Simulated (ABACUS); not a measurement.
**Band-structure run, with input and output: V**

The run: band-structure run of V (Im-3m, 1 atom in the cell). Method and program: Kohn-Sham DFT of a periodic cell, LDA, PseudoDojo NC SR 0.4.1 LDA stringent, spin-polarised (ABACUS 3.10.1).

The structure derives from an entry of the Crystallography Open Database. It belongs to a series of runs on one base structure; here: bands on the converged density.

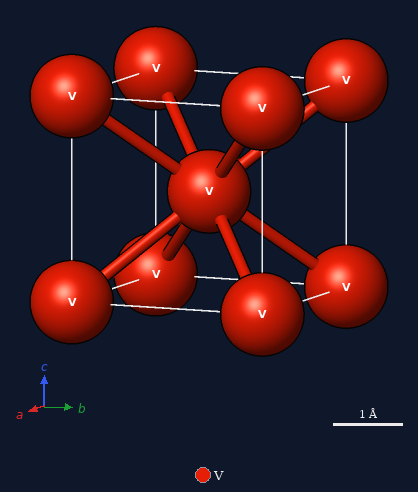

*The structure (ball-and-stick view of the cell 2 times as large as that of the calculation, set on its symmetry axes, seen slightly off an axis).*

Near neighbours in the crystal (not all of them lie inside the picture): V has 8 V at 2.62 Å.

## Input
```
INPUT_PARAMETERS
suffix              V
calculation         nscf
basis_type          lcao
pseudo_dir          ./
orbital_dir         ./
symmetry            -1
dft_functional      pz
ecutwfc             100.0
pseudo_rcut         10
nspin               2
nbands              18
ks_solver           genelpa
smearing_method     fd
smearing_sigma      0.00367493
scf_thr             1e-07
scf_nmax            100
mixing_type         broyden
mixing_beta         0.4
init_chg            file
out_band            1
```

## File STRU
```
ATOMIC_SPECIES
V 50.9415 V.upf

NUMERICAL_ORBITAL
V_confined-atom_7au_3s2p2d1f.orb

LATTICE_CONSTANT
1.8897261246

LATTICE_VECTORS
1.5143500000 1.5143500000 1.5143500000
-1.5143500000 1.5143500000 1.5143500000
-1.5143500000 -1.5143500000 1.5143500000

ATOMIC_POSITIONS
Direct

V
0.0
1
0.0000000000 0.0000000000 0.0000000000 1 1 1 mag 2
```

## File KPT
```
K_POINTS
8
Line
0.00000000 0.00000000 0.00000000 10 // G
-0.50000000 -0.50000000 -0.50000000 10 // H
0.00000000 0.00000000 -0.50000000 10 // N
0.00000000 0.00000000 0.00000000 10 // G
-0.25000000 0.25000000 -0.25000000 10 // P
-0.50000000 -0.50000000 -0.50000000 1 // H
-0.25000000 0.25000000 -0.25000000 10 // P
0.00000000 0.00000000 -0.50000000 1 // N
```

Machine: 4 threads of Intel Xeon @ 2.50GHz (Skylake/Cascade Lake), 16 GiB of memory available, shared host.

Command:
```bash
OMP_NUM_THREADS=1 mpirun -np 4 abacus > log
```

## Output
```
ABACUS v3.10.1

               Atomic-orbital Based Ab-initio Computation at UStc

 ------------------------------------------------------------------------------------

 READING GENERAL INFORMATION
                           global_out_dir = OUT.V/
                           global_in_card = INPUT
                               pseudo_dir = ./
                              orbital_dir = ./
                                    DSIZE = 4
                                    GSIZE = 1

 READING UNITCELL INFORMATION
                                    ntype = 1
                  lattice constant (Bohr) = 1.88973
              lattice constant (Angstrom) = 1

 READING ATOM TYPE 1
                               atom label = V
                      L=0, number of zeta = 3
                      L=1, number of zeta = 2
                      L=2, number of zeta = 2
                      L=3, number of zeta = 1
             number of atom for this type = 1
               magnetization of element 1 = 2

                        TOTAL ATOM NUMBER = 1
DIRECT COORDINATES
    atom                   x                   y                   z     mag                  vx                  vy                  vz
taud_V1            0.0000000000        0.0000000000        0.0000000000  2.0000        0.0000000000        0.0000000000        0.0000000000

                          Volume (Bohr^3) = 93.7423
                             Volume (A^3) = 13.8912

 Lattice vectors: (Cartesian coordinate: in unit of a_0)
             +1.51435            +1.51435            +1.51435
             -1.51435            +1.51435            +1.51435
             -1.51435            -1.51435            +1.51435
 Reciprocal vectors: (Cartesian coordinate: in unit of 2 pi/a_0)
            +0.330175                  -0           +0.330175
            -0.330175           +0.330175                  -0
                   +0           -0.330175           +0.330175
 The esolver type has been set to : ksdft_lcao

                PAO radial cut off (Bohr) = 10

 Read in pseudopotential file is V.upf
                     pseudopotential type = NC
          exchange-correlation functional = SLAPWNOGXNOGC
                 nonlocal core correction = 1
                        valence electrons = 13
                                     lmax = 2
                           number of zeta = 4
                     number of projectors = 6
                           L of projector = 0
                           L of projector = 0
                           L of projector = 1
                           L of projector = 1
                           L of projector = 2
                           L of projector = 2
 XC functional updated to : pz
          exchange-correlation functional = PZ
     initial pseudo atomic orbital number = 10
 The readin total magnetization is 2

 SETUP THE ELECTRONS NUMBER
             electron number of element V = 13
       total electron number of element V = 13
            AUTOSET number of electrons:  = 13
                           occupied bands = 7
                                   NLOCAL = 26
                                   NBANDS = 18
                                   NBANDS = 18
                                   NLOCAL = 26

%%%%%%%%%%%%%%%%%%%%%%%%%%%%%%%%%%%%%%%%%%%%%%%%%%%%%%%%%%%%%%%%%%%%%%%%%%%%%%%%%%%%%%%%%%%%%%%%%%%%%%%%%%
 Warning: the number of valence electrons in pseudopotential > 5 for V: [Ar] 3d3 4s2
 Pseudopotentials with additional electrons can yield (more) accurate outcomes, but may be less efficient.
 If you're confident that your chosen pseudopotential is appropriate, you can safely ignore this warning.
%%%%%%%%%%%%%%%%%%%%%%%%%%%%%%%%%%%%%%%%%%%%%%%%%%%%%%%%%%%%%%%%%%%%%%%%%%%%%%%%%%%%%%%%%%%%%%%%%%%%%%%%%%

 SETUP THE PLANE WAVE BASIS
 energy cutoff for charge/potential (unit:Ry) = 400
            fft grid for charge/potential = [ 32, 32, 32 ]
                        fft grid division = [ 4, 4, 4 ]
        big fft grid for charge/potential = [ 8, 8, 8 ]
                                     nbxx = 128
                                     nrxx = 8192

 SETUP PLANE WAVES FOR CHARGE/POTENTIAL
                    number of plane waves = 12623
                         number of sticks = 735

 PARALLEL PW FOR CHARGE/POTENTIAL
     PROC   COLUMNS(POT)             PW
        1            184           3156
        2            184           3156
        3            183           3155
        4            184           3156
 --------------- sum -------------------
        4            735          12623
                            number of |g| = 151
                                  max |g| = 35.9751
                                  min |g| = 0.218031

----------- Double Check Mixing Parameters Begin ------------
mixing_type: broyden
mixing_beta: 0.4
mixing_gg0: 1
mixing_gg0_min: 0.1
mixing_beta_mag: 1.6
mixing_gg0_mag: 0
mixing_ndim: 8
----------- Double Check Mixing Parameters End ------------

 SETUP K-POINTS
                                    nspin = 2
                                   nkstot = 62
K-POINTS DIRECT COORDINATES
 KPOINTS    DIRECT_X    DIRECT_Y    DIRECT_Z  WEIGHT
       1  0.00000000  0.00000000  0.00000000  1.0000
       2 -0.05000000 -0.05000000 -0.05000000  1.0000
       3 -0.10000000 -0.10000000 -0.10000000  1.0000
       4 -0.15000000 -0.15000000 -0.15000000  1.0000
       5 -0.20000000 -0.20000000 -0.20000000  1.0000
       6 -0.25000000 -0.25000000 -0.25000000  1.0000
       7 -0.30000000 -0.30000000 -0.30000000  1.0000
       8 -0.35000000 -0.35000000 -0.35000000  1.0000
       9 -0.40000000 -0.40000000 -0.40000000  1.0000
      10 -0.45000000 -0.45000000 -0.45000000  1.0000
      11 -0.50000000 -0.50000000 -0.50000000  1.0000
      12 -0.45000000 -0.45000000 -0.50000000  1.0000
      13 -0.40000000 -0.40000000 -0.50000000  1.0000
      14 -0.35000000 -0.35000000 -0.50000000  1.0000
      15 -0.30000000 -0.30000000 -0.50000000  1.0000
      16 -0.25000000 -0.25000000 -0.50000000  1.0000
      17 -0.20000000 -0.20000000 -0.50000000  1.0000
      18 -0.15000000 -0.15000000 -0.50000000  1.0000
      19 -0.10000000 -0.10000000 -0.50000000  1.0000
      20 -0.05000000 -0.05000000 -0.50000000  1.0000
      21  0.00000000  0.00000000 -0.50000000  1.0000
      22  0.00000000  0.00000000 -0.45000000  1.0000
      23  0.00000000  0.00000000 -0.40000000  1.0000
      24  0.00000000  0.00000000 -0.35000000  1.0000
      25  0.00000000  0.00000000 -0.30000000  1.0000
      26  0.00000000  0.00000000 -0.25000000  1.0000
      27  0.00000000  0.00000000 -0.20000000  1.0000
      28  0.00000000  0.00000000 -0.15000000  1.0000
      29  0.00000000  0.00000000 -0.10000000  1.0000
      30  0.00000000  0.00000000 -0.05000000  1.0000
[... 32 further k points ...]

           k-point number in this process = 62
       minimum distributed K point number = 62
                             nks(nspin=2) = 124
                          nkstot(nspin=2) = 124

[... K-POINTS CARTESIAN COORDINATES: 124 rows ...]

[... K-POINTS DIRECT COORDINATES: 124 rows ...]

 SETUP PLANE WAVES FOR WAVE FUNCTIONS
     energy cutoff for wavefunc (unit:Ry) = 100
              fft grid for wave functions = [ 32, 32, 32 ]
                    number of plane waves = 2171
                         number of sticks = 229

 PARALLEL PW FOR WAVE FUNCTIONS
     PROC   COLUMNS(POT)             PW
        1             58            543
        2             58            543
        3             56            543
        4             57            542
 --------------- sum -------------------
        4            229           2171

 SET NONLOCAL PSEUDOPOTENTIAL PROJECTORS
 max number of nonlocal projetors among all species is 6

 -------------------------------------------
 NONSELF-CONSISTENT
 -------------------------------------------

 SETUP SEARCHING RADIUS FOR PROGRAM TO SEARCH ADJACENT ATOMS
                  longest orb rcut (Bohr) = 7
   longest nonlocal projector rcut (Bohr) = 1.7
                     search radius (Bohr) = 17.4
              searching radius is (Bohr)) = 17.4
         searching radius unit is (Bohr)) = 1.89
                         PeriodicBoundary = 1
                        Radius(unit:lat0) = 9.21
                                   glayer = [ 6, 6, 6 ]
                             glayer_minus = [ 5, 5, 5 ]

Find the coordinate range of the input atom(unit:lat0).
                                  min_tau = [ -22.7, -22.7, -22.7 ]
                                  max_tau = [ 22.7, 22.7, 22.7 ]
                                BoxNumber = [ 11, 11, 11 ]

 SETUP EXTENDED REAL SPACE GRID FOR GRID INTEGRATION
                          real space grid = [ 32, 32, 32 ]
                 big cell numbers in grid = [ 8, 8, 8 ]
             meshcell numbers in big cell = [ 4, 4, 4 ]
                        extended fft grid = [ 14, 14, 14 ]
                dimension of extened grid = [ 37, 37, 37 ]
                            UnitCellTotal = 125
              Atom number in sub-FFT-grid = 1
    Local orbitals number in sub-FFT-grid = 26
                                ParaV.nnr = 25181
                                 init_chg = file
 try to read charge from file
 Read in the charge density: OUT.V//V-CHARGE-DENSITY.restart

 LCAO ALGORITHM --------------- ION=   1  ELEC=   1--------------------------------
[... levels at 124 k points of this process ...]

          total magnetism (Bohr mag/cell) = 7.05529e-08
       absolute magnetism (Bohr mag/cell) = 1.06716e-07
                        nelec for spin up = 6.50000
                      nelec for spin down = 6.50000

 Density error is 0.00000000000
----------------------------------------------------------
     Energy           Rydberg                 eV
----------------------------------------------------------
 E_KohnSham     -147.5651619423      -2007.7270287087
 E_KS(sigma->0) -147.5642327817      -2007.7143868294
 E_Harris       -147.5651619423      -2007.7270287087
 E_band         -11.2082563441       -152.4961509249
 E_one_elec     -46.7245514065       -635.7201356230
 E_Hartree      29.2464720322        397.9186660352
 E_xc           -22.6265456961       -307.8499475250
 E_Ewald        -107.4586785505      -1462.0503278372
 E_entropy(-TS) -0.0018583213        -0.0252837587
 E_descf        0.0000000000         0.0000000000
 E_exx          0.0000000000         0.0000000000
 E_Fermi        1.1873685108         16.1549773731
----------------------------------------------------------

 charge density convergence is achieved
 final etot is -2007.7270287 eV
 EFERMI = 16.154977373 eV

 STATE ENERGY(eV) AND OCCUPATIONS    NSPIN == 2
SPIN UP :
 1/62 kpoint (Cartesian) = 0.0000 0.0000 0.0000 (387 pws)
       1       -47.3643      0.0161290
       2       -21.0261      0.0161290
       3       -21.0261      0.0161290
       4       -21.0261      0.0161290
       5        9.28530      0.0161290
       6        16.1648     0.00727740
       7        16.1648     0.00727740
       8        16.1648     0.00727740
       9        18.1166    1.47720e-19
      10        18.1166    1.47720e-19
      11        36.4210        0.00000
      12        36.4210        0.00000
      13        36.4210        0.00000
      14        47.2020        0.00000
      15        47.2020        0.00000
      16        47.2020        0.00000
      17        52.3046        0.00000
      18        52.3046        0.00000

 2/62 kpoint (Cartesian) = 0.0000 0.0000 -0.033017 (386 pws)
       1       -47.3556      0.0161290
       2       -21.0557      0.0161290
       3       -21.0393      0.0161290
       4       -21.0393      0.0161290
       5        9.48298      0.0161290
       6        16.1517     0.00832518
       7        16.1517     0.00832518
       8        16.2338     0.00276174
       9        17.9587    3.47068e-18
      10        18.1701    5.06476e-20
      11        36.0695        0.00000
      12        36.5589        0.00000
      13        36.5589        0.00000
      14        44.8975        0.00000
      15        45.7552        0.00000
      16        45.7552        0.00000
      17        52.0710        0.00000
      18        53.8895        0.00000

 3/62 kpoint (Cartesian) = 0.0000 0.0000 -0.066035 (383 pws)
       1       -47.3304      0.0161290
       2       -21.1369      0.0161290
       3       -21.0781      0.0161290
       4       -21.0781      0.0161290
       5        10.0549      0.0161290
       6        16.1321     0.00987446
       7        16.1321     0.00987446
       8        16.4366    5.74872e-05
       9        17.5108    2.69629e-14
      10        18.3165    2.70819e-21
      11        35.1502        0.00000
      12        36.7708        0.00000
      13        36.7708        0.00000
      14        40.9848        0.00000
      15        43.8263        0.00000
      16        43.8263        0.00000
      17        51.4214        0.00000
      18        56.0310        0.00000

 4/62 kpoint (Cartesian) = 0.0000 0.0000 -0.099052 (388 pws)
       1       -47.2920      0.0161290
       2       -21.2498      0.0161290
       3       -21.1392      0.0161290
       4       -21.1392      0.0161290
       5        10.9259      0.0161290
       6        16.1581     0.00781519
       7        16.1581     0.00781519
       8        16.7600    8.97013e-08
       9        16.8429    1.70632e-08
      10        18.5266    4.05607e-23
      11        34.1323        0.00000
      12        36.3265        0.00000
      13        36.3265        0.00000
      14        37.7366        0.00000
      15        43.2711        0.00000
      16        43.2711        0.00000
      17        50.5430        0.00000
      18        57.8638        0.00000

 5/62 kpoint (Cartesian) = 0.0000 0.0000 -0.13207 (389 pws)
       1       -47.2454      0.0161290
       2       -21.3691      0.0161290
       3       -21.2176      0.0161290
       4       -21.2176      0.0161290
       5        11.9544      0.0161290
       6        16.0486      0.0144112
       7        16.2908    0.000999414
       8        16.2908    0.000999414
       9        17.1808    1.98267e-11
      10        18.7935    1.94746e-25
      11        33.3647        0.00000
      12        34.8813        0.00000
      13        34.8813        0.00000
      14        35.5423        0.00000
      15        44.5379        0.00000
      16        44.5379        0.00000
      17        49.6946        0.00000
      18        56.8495        0.00000

 6/62 kpoint (Cartesian) = 0.0000 0.0000 -0.16509 (387 pws)
       1       -47.1961      0.0161290
       2       -21.4724      0.0161290
       3       -21.3062      0.0161290
       4       -21.3062      0.0161290
       5        12.9047      0.0161290
       6        15.2234      0.0161290
       7        16.5785    3.37893e-06
       8        16.5785    3.37893e-06
       9        17.6656    1.21951e-15
      10        19.2074    4.95001e-29
      11        32.8816        0.00000
      12        32.9884        0.00000
      13        32.9884        0.00000
      14        34.1834        0.00000
      15        47.1127        0.00000
      16        47.1127        0.00000
      17        49.0364        0.00000
      18        52.2831        0.00000

[... levels at 118 further k points ...]

 --------------------------------------------
 !FINAL_ETOT_IS -2007.727028708695 eV
 --------------------------------------------

 Output bands in file: OUT.V/BANDS_1.dat

 Output bands in file: OUT.V/BANDS_2.dat
```

## Standard output
```
ABACUS v3.10.1

               Atomic-orbital Based Ab-initio Computation at UStc

 dft_functional readin is: pz
 dft_functional in pseudopot file is: SLAPWNOGXNOGC
 Please make sure this is what you need

%%%%%%%%%%%%%%%%%%%%%%%%%%%%%%%%%%%%%%%%%%%%%%%%%%%%%%%%%%%%%%%%%%%%%%%%%%%%%%%%%%%%%%%%%%%%%%%%%%%%%%%%%
 Warning: the number of valence electrons in pseudopotential > 5 for V: [Ar] 3d3 4s2
 Pseudopotentials with additional electrons can yield (more) accurate outcomes, but may be less efficient.
 If you're confident that your chosen pseudopotential is appropriate, you can safely ignore this warning.
%%%%%%%%%%%%%%%%%%%%%%%%%%%%%%%%%%%%%%%%%%%%%%%%%%%%%%%%%%%%%%%%%%%%%%%%%%%%%%%%%%%%%%%%%%%%%%%%%%%%%%%%%

 UNIFORM GRID DIM        : 32 * 32 * 32
 UNIFORM GRID DIM(BIG)   : 8 * 8 * 8
 ---------------------------------------------------------
 ---------------------------------------------------------
 SPIN    KPOINTS         PROCESSORS  THREADS     NBASE
 2       124             4           4           26
 ---------------------------------------------------------
 Use Systematically Improvable Atomic bases
 ---------------------------------------------------------
 ELEMENT ORBITALS        NBASE       NATOM       XC
 V       3s2p2d1f-7au    26          1
 ---------------------------------------------------------
 Initial plane wave basis and FFT box
 ---------------------------------------------------------
 -------------------------------------------
 NONSELF-CONSISTENT :
 -------------------------------------------
 START CHARGE      : file
 ITER      TMAG       AMAG        ETOT/eV          EDIFF/eV         DRHO     TIME/s
 GE1      7.06e-08   1.07e-07  -2.00772703e+03   0.00000000e+00   0.0000e+00   0.69
```

## Key numbers

| quantity | value |
| --- | --- |
| outcome | converged |
| space group (tolerance 0.01 Å) | Im-3m (229) |
| electrons treated | 13 |
| Fermi energy of the self-consistent step | 15.754 eV |
| net moment of the cell | 0.00 μB |
| integrated absolute moment | 0.00 μB |
| wall time | 1.1 s (CPU time 4.1 s) |
| peak memory | 0.36 GiB |

## Notes

Points of doubt noted for this run: home made orbitals.
